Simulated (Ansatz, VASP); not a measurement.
# Cross-check of LiCl between VASP and Ansatz

One calculation is typed for both programs; each brings its own data sets and cutoff. How far apart do they land? The cell is taken from a series of runs on this material, whose earlier steps may have relaxed or scaled it; both programs get it as it stands.

Program: Ansatz 0.2.0. Level of theory: plane waves, with VASP 6.6.1 beside it; single point at r2SCAN and single point at LDA. Results are calculated unless marked as measured.

## (1) The starting structure

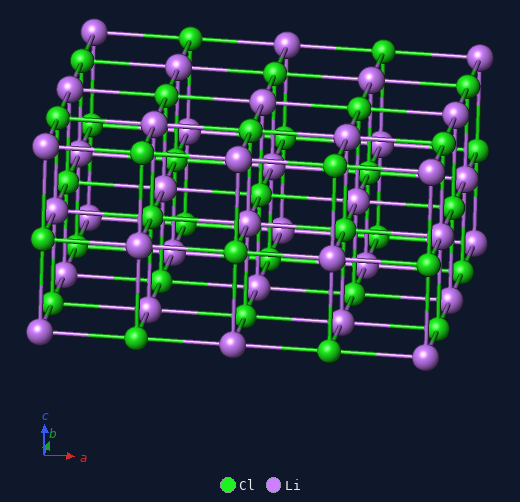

The cell as given, slightly off an axis (chlorine green, lithium purple). 2×2×1 cells are drawn. This picture shows the conventional cell, with its axes. Some periodic images of atoms are drawn too.

## (2) Ansatz: single point, r2SCAN

Ansatz runs on its default PAW (the set named soft_2) files.

With cell and atoms fixed, the geometry can't cause a difference; cores, projectors, grids and the points listed under the comparison can.

File input.yaml:

```yaml
crystal:
  lattice:
    - [0.0, 2.55618324, 2.55618324]
    - [2.55618324, 0.0, 2.55618324]
    - [2.55618324, 2.55618324, 0.0]
  atoms:
    - { symbol: Cl, position: [0.5, 0.5, 0.5] }
    - { symbol: Li, position: [0.0, 0.0, 0.0] }
hamiltonian:
  xc: r2scan
  pseudopotentials: { kind: paw }
kpoints:
  mp_grid: { grid: [8, 8, 8] }
scf:
  occupations: { method: gaussian, width: 0.03 }
  n_extra_bands: 4
output:
  forces: true
  stress: true
  eigenvalues: true
```

Run with:

```sh
ansatz run input.yaml --threads 2 --pin off --max-ram 4608MiB --backend cpu --events-out ev --progress --plain --runs-dir out
```

Numbers of over 12 decimals in the logs are rounded to 6 here.

The program printed:

```text
scf.n_extra_bands = 4 over 5 filled bands (N_el = 10.0): the run solves 9 bands
Engine: ansatz 0.2.0, aarch64-unknown-linux-gnu
Pseudopotentials: kind: paw
Pseudopotential: Cl, paw, valence charge 7, recommended cutoff 500 eV (meta_gga), Cl.paw.azcp
Pseudopotential: Li, paw, valence charge 3, recommended cutoff 500 eV (meta_gga), Li.paw.azcp
Functional definition: r2SCAN
  parameter k0 = 0.174
  parameter k1 = 0.065
  parameter a1 = 4.9479
  exchange = r2scan_x(k0 = k0, k1 = k1, a1 = a1)
  correlation = r2scan_c
Crystal: 2 atoms, lattice volume = 33.405 Å³
Basis set: ecut = 500 eV, 869 PW (Γ), exchange–correlation on 108×108×108 points (64 copies of the dense FFT grid, shifted against one another)
Bands: 9, of which v1, the nominal top of the filled ones, is band 5 counted from 1 (4 counted from 0)
Symmetry: 48 space group operations
Space group: Fm-3m (ITA 225), of the structure as read, at distance tolerance 3.2e-5 Å
k-points: 29 of 512
Non-local potential: Cl, projectors of the file, l = 0: 2, l = 1: 2, l = 2: 2
Non-local potential: Li, projectors of the file, l = 0: 3, l = 1: 2, l = 2: 1
PAW form: soft (Blöchl's): semilocal exchange-correlation on the pseudo side does not see the compensation charge
PAW frozen core: Cl, regenerated for the run's functional (the file was generated under x = pbe(κ = 0.804, μ = 0.219515), c = pbe(β = 0.066725))
PAW one-centre angular grid: Cl, 302 points (default); XC on 160 Gauss nodes
PAW one-centre angular grid: Li, 302 points (default); XC on 327 of its mesh's 2665 points in the sphere
Initial density: superposition of atomic densities (neutral atoms: chi_scale 0, normalization atom), corrected by the library's trained network
Initial wavefunctions: pseudopotential atomic-orbital guess
Functional: x = r2scan, c = r2scan; τ floored in thin density (d = 2e-4 eV/Å³)
SCF iter   1: F=—  HF=-1292.771995 eV  |F-HF|=—  |Δ(HF+E_count)|=         —  Δρ=4.35e-3  dr2=2.96e-3  dr2_τ=2.25e-3  ethr=1.77e-3  ⟨swp⟩=7.2  Hψ=1949  notcnv=0
preconditioner: auto → none  [insulator: Δε(μ)=7.258 eV  Ē_g=15.217 eV  σ=0.030 eV  W_gap=1.00  n_scr=8 (ndim 8)  ℏωp=18.2 eV  f_vac=0.000  D(μ)=0.00/eV (n_scr^D=0)  ε∞_Penn≈2.4]
SCF iter   2: F=—  HF=-1292.793073 eV  |F-HF|=—  |Δ(HF+E_count)|=   2.11e-2  Δρ=2.06e-3  dr2=6.91e-4  dr2_τ=2.89e-5  ethr=2.96e-5  ⟨swp⟩=2.1  Hψ=732  notcnv=0
SCF iter   3: F=—  HF=-1292.793158 eV  |F-HF|=—  |Δ(HF+E_count)|=   8.53e-5  Δρ=4.38e-4  dr2=5.07e-5  dr2_τ=1.32e-5  ethr=6.91e-6  ⟨swp⟩=3.0  Hψ=482  notcnv=0
SCF iter   4: F=—  HF=-1292.793146 eV  |F-HF|=—  |Δ(HF+E_count)|=   1.18e-5  Δρ=2.88e-5  dr2=2.62e-7  dr2_τ=3.49e-8  ethr=5.07e-7  ⟨swp⟩=2.2  Hψ=346  notcnv=0
iter 5 did not close the SCF: its close was put off for the readings that it lacked (scf_convergence_deferred on its scf_iter line)
SCF iter   5: F=-1292.793147 eV  HF=-1292.793147 eV  |F-HF|=1.36e-8  |Δ(HF+E_count)|=   9.32e-7  Δρ=8.97e-6  dr2=6.01e-9  dr2_τ=2.23e-9  ethr=2.62e-9  ⟨swp⟩=2.0  Hψ=379  notcnv=0
SCF iter   6: F=-1292.793147 eV  HF=-1292.793147 eV  |F-HF|=3.44e-10  |Δ(HF+E_count)|=   1.45e-8  Δρ=1.04e-6  dr2=4.79e-10  dr2_τ=7.25e-11  ethr=6.01e-11  ⟨swp⟩=1.6  Hψ=804  notcnv=0
SCF 1 converged in 6 iterations: F = -1292.793147 eV  dr2 = 4.79e-10
  greatest PAW one-centre occupation: 0.999 electrons in one spin orbital (limit 2), on the Li atom at site 1 (counted from 0), in its partial waves of l = 0
SCF converged after 6 iterations
Free energy (F): -1292.793147 eV
Harris-Foulkes:  -1292.793147 eV  (|F-HF|=3.44e-10)
Internal energy: -1292.793147 eV  (E = F + TS)
E sigma→0 (E₀):  -1292.793147 eV
Fermi energy:    5.059497 eV
--- Per-component energies (eV) ---
  E_band       = -109.991763
  E_kinetic    = 183.676081
  E_local      = -322.442659  (includes V_loc(G=0)·N_el)
  E_nonlocal   = -4.964159
  E_hartree    = 94.012029
  E_xc         = -115.520496
  E_vxc        = -150.935979  (∫ρ·V_xc dr)
  E_paw        = -688.458634  (= ΣΔE_a)
  E_vpaw       = -11.380667  (= ΣTr[D̂ρ^β])
  E_aug_tail   = -0.000078  (compensation charges beyond the density's cutoff)
  E_vtau       = 8.031895  (kinetic-family band-sum trace: ∫τ·v_τ [+ j·A + Jᵃ·Aᵃ] dr)
  E_ewald      = -438.958824
  E_core_change = -0.136407  (= ΣΔE_core)
  E_smearing   = -0.000000  (= −TS)
  E_closure    = -0.000000  (closes the sum)
  Σ components = -1292.793147   (vs F -1292.793147, Δ=0.00e0)
--- Forces (eV/Å), atoms counted from 1 ---
  atom   1  Cl     0.00000000    -0.00000000    -0.00000000
  atom   2  Li    -0.00000000     0.00000000    -0.00000000
  max |Σ_I F_I| component: 3.41e-30 eV/Å
--- Stress (GPa, compression-positive) ---
        0.002665       0.000000       0.000000
        0.000000       0.002665      -0.000000
       -0.000000       0.000000       0.002665
  P = ⅓ Tr σ = 0.0027 GPa (0.027 kbar)
--- Band table (eV; the first three rows and the last of 29) ---
  k-point 0: bands = ["-43.2992", "-12.6077", "1.4144", "1.4144", "1.4144", "8.7045", "13.9264", "13.9264", "13.9264"]
  k-point 1: bands = ["-43.2988", "-12.5276", "0.8822", "1.3699", "1.3699", "9.1675", "13.2404", "13.9255", "13.9255"]
  k-point 2: bands = ["-43.2978", "-12.3238", "-0.2031", "1.2678", "1.2678", "9.5272", "12.8772", "12.8772", "13.2519"]
  k-point 28: bands = ["-43.2955", "-11.7558", "-0.7663", "-0.7663", "0.3133", "11.7547", "12.4819", "12.6372", "12.6372"]
```

Reading the cycles: dr2 is the Hartree energy of the density residual (eV), the measure of convergence; HF is the Harris–Foulkes estimate of the energy, which meets the free energy F at convergence.

The run ends at a pressure of 0.00 GPa.

## (3) VASP: single point, r2SCAN

The same cell, functional, mesh and smearing now go to VASP, with its own data sets and cutoff.

Lines of VASP's logs that name or quote its potential files are left out, and so is its time.

File INCAR:

```
SYSTEM = LiCl
PREC = Accurate
ENCUT = 700
EDIFF = 1E-06
NELM = 100
ISMEAR = 0
SIGMA = 0.03
LREAL = .FALSE.
ALGO = Normal
METAGGA = R2SCAN
LASPH = .TRUE.
NBANDS = 11
LORBIT = 11
LWAVE = .FALSE.
LCHARG = .FALSE.
KPAR = 2
ISIF = 2
```

File POSCAR:

```
LiCl
1.0
    0.0000000000      2.5561832400      2.5561832400
    2.5561832400      0.0000000000      2.5561832400
    2.5561832400      2.5561832400      0.0000000000
Cl Li
1 1
Direct
    0.5000000000      0.5000000000      0.5000000000
    0.0000000000      0.0000000000      0.0000000000
```

File KPOINTS:

```
Automatic mesh
0
Gamma
8 8 8
0 0 0
```

The projector-augmented-wave data sets are Cl_GW and Li_sv_GW (PBE family, release 64).

Run with:

```sh
mpirun -np 2 vasp_std
```

The program printed:

```text
[banner, memory and clock lines left out]
running    2 mpi-ranks, on    1 nodes
 distrk:  each k-point on    1 cores,    2 groups
 distr:  one band on    1 cores,    1 groups

 POSCAR found type information on POSCAR ClLi
 POSCAR found :  2 types and       2 ions
|                                                                             |
|               ----> ADVICE to this user running VASP <----                  |
|                                                                             |
|     You enforced a specific xc type in the INCAR file but a different       |
|     [... a line on the potential file left out ...]
|     I HOPE YOU KNOW WHAT YOU ARE DOING!                                     |
|                                                                             |

 LDA part: xc-table for (None), standard interpolation
 POSCAR, INCAR and KPOINTS ok, starting setup
 FFT: planning ... GRIDC
 FFT: planning ... GRID_SOFT
 FFT: planning ... GRID
 WAVECAR not read
 entering main loop
       N       E                     dE             d eps       ncg     rms          rms(c)
DAV:   1     0.335770735143E+02    0.33577E+02   -0.47108E+03   646   0.977E+02
DAV:   2    -0.136801953576E+02   -0.47257E+02   -0.44893E+02   809   0.185E+02
DAV:   3    -0.163463269813E+02   -0.26661E+01   -0.26580E+01   785   0.398E+01
DAV:   4    -0.163960255380E+02   -0.49699E-01   -0.49688E-01   908   0.637E+00
DAV:   5    -0.163969758372E+02   -0.95030E-03   -0.95029E-03   837   0.794E-01    0.449E+00
DAV:   6    -0.143204479457E+02    0.20765E+01   -0.56021E-01   707   0.625E+00    0.247E+00
DAV:   7    -0.143218475762E+02   -0.13996E-02   -0.80536E-02   751   0.190E+00    0.897E-01
DAV:   8    -0.143242903584E+02   -0.24428E-02   -0.26318E-03   746   0.566E-01    0.338E-01
DAV:   9    -0.143251085605E+02   -0.81820E-03   -0.10137E-03   704   0.354E-01    0.146E-02
DAV:  10    -0.143251329711E+02   -0.24411E-04   -0.22711E-05   994   0.557E-02    0.855E-03
DAV:  11    -0.143251398680E+02   -0.68969E-05   -0.26576E-06   740   0.192E-02    0.117E-03
DAV:  12    -0.143251405160E+02   -0.64801E-06   -0.68316E-08   489   0.267E-03
   1 F= -.14325141E+02 E0= -.14325141E+02  d E =-.614165E-22
```

OUTCAR, selected parts (step 3):

```text
ion  position               nearest neighbor table
   1  0.500  0.500  0.500-
   2  0.000  0.000  0.000-

  LATTYP: Found a face centered cubic cell.
 ALAT       =     5.1123664800

 Subroutine GETGRP returns: Found 48 space group operations
 (whereof 48 operations were pure point group operations)

The static configuration has the point symmetry O_h .

 Found     29 irreducible k-points:

   k-points           NKPTS =     29   k-points in BZ     NKDIM =     29   number of bands    NBANDS=     11

   dimension x,y,z NGX =    32 NGY =   32 NGZ =   32
   dimension x,y,z NGXF=    64 NGYF=   64 NGZF=   64

   ENCUT  =  700.0 eV  51.45 Ry    7.17 a.u.   7.80  7.80  7.80*2*pi/ulx,y,z

   NELECT =      10.0000    total number of electrons

 k-points in reciprocal lattice and weights: Automatic mesh
   0.00000000  0.00000000  0.00000000       0.002
   0.12500000  0.00000000  0.00000000       0.016
   0.25000000  0.00000000  0.00000000       0.016
   0.37500000  0.00000000  0.00000000       0.016
   0.50000000  0.00000000  0.00000000       0.008
   0.12500000  0.12500000  0.00000000       0.012
   0.25000000  0.12500000  0.00000000       0.047
   0.37500000  0.12500000  0.00000000       0.047
   0.50000000  0.12500000  0.00000000       0.047
[...]
-0.37500000  0.50000000  0.12500000       0.023
  -0.25000000  0.50000000  0.25000000       0.012

 average (electrostatic) potential at core
       1 -86.5546       2 -43.6107

 E-fermi :  -0.0154

 k-point     1 :       0.0000    0.0000    0.0000
  band No.  band energies     occupation
      1     -44.9546      2.00000
      2     -14.2372      2.00000
      3      -0.2096      2.00000
      4      -0.2096      2.00000
      5      -0.2096      2.00000
      6       7.1144      0.00000
      7      12.3015      0.00000
      8      12.3015      0.00000
      9      12.3015      0.00000
     10      14.8925      0.00000
    ...

 k-point     2 :       0.1250    0.0000    0.0000
  band No.  band energies     occupation
      1     -44.9542      2.00000
      2     -14.1575      2.00000
      3      -0.7398      2.00000
      4      -0.2546      2.00000
      5      -0.2546      2.00000
      6       7.5752      0.00000
      7      11.6213      0.00000
      8      12.3097      0.00000
      9      12.3098      0.00000
     10      13.6436      0.00000
    ...

 k-point     3 :       0.2500    0.0000    0.0000
  band No.  band energies     occupation
      1     -44.9532      2.00000
      2     -13.9544      2.00000
      3      -1.8221      2.00000
      4      -0.3579      2.00000
      5      -0.3579      2.00000
      6       7.9276      0.00000
      7      11.2797      0.00000
      8      11.2799      0.00000
      9      11.6417      0.00000
     10      14.3706      0.00000
    ...

  Total        0.0131413      0.0131413      0.0131413     -0.0000000     -0.0000000      0.0000000
  in kB        0.6302943      0.6302943      0.6302943     -0.0000000     -0.0000000      0.0000000
  external PRESSURE =       0.6302943 kB  Pullay stress =       0.0000000 kB

  energy-cutoff  :      700.00
  volume of cell :       33.40
      direct lattice vectors                 reciprocal lattice vectors
     0.000000000  2.556183240  2.556183240    -0.195604130  0.195604130  0.195604130
     2.556183240  0.000000000  2.556183240     0.195604130 -0.195604130  0.195604130
     2.556183240  2.556183240  0.000000000     0.195604130  0.195604130 -0.195604130

 POSITION                                       TOTAL-FORCE (eV/Angst)
 -----------------------------------------------------------------------------------
      2.55618      2.55618      2.55618         0.000000      0.000000      0.000000
      0.00000      0.00000      0.00000         0.000000     -0.000000     -0.000000
 -----------------------------------------------------------------------------------
    total drift:                               -0.000000     -0.000000      0.000000

  FREE ENERGIE OF THE ION-ELECTRON SYSTEM (eV)
  ---------------------------------------------------
  free  energy   TOTEN  =       -14.3251405160 eV

  energy  without entropy=      -14.3251405160  energy(sigma->0) =      -14.32514052

 total charge
# of ion       s       p       d       tot
------------------------------------------
    1        1.562   3.574   0.005   5.141
    2        1.982   0.029   0.001   2.012
--------------------------------------------------
tot          3.545   3.602   0.005   7.152

[... 3 further parts left out ...]
```

The run ends at a pressure of 0.06 GPa.

## (4) Side by side

Known differences besides the PAW data sets themselves: VASP keeps PBE cores, Ansatz makes them for the functional; the cutoff is 500 eV in Ansatz and 700 eV in VASP. Total energies have different zeros and are not compared.

The two programs side by side:

| quantity | Ansatz | VASP | difference |
| --- | --- | --- | --- |
| pressure (GPa) | 0.00 | 0.06 | -0.06 |
| gap on the k mesh (eV) | 7.290 | 7.324 | -0.034 |

## (5) Looking for the cause

How far does this hang on the set-up? Further runs change one program's set-up at a time, as the table lists.

| run | difference in gap on the k mesh (eV) |
| --- | --- |
| as above | -0.034 |
| VASP with the data sets Cl_h and Li_sv and a cutoff of 800 eV | -0.066 |

[end of part 1 of 2]

[Lines on the potential files, build, host, timing and source positions are cut from VASP's logs without a mark.]

[Logs are printed without paths, hosts, clocks, repeated set-up lines and the standing remarks that a program may print on its own settings, such as how far it seeks lower states.]

[Hosts, paths, dates, database ids (printed as entryN), source tags and the programs' standing remarks are cut or masked in the printed files.]
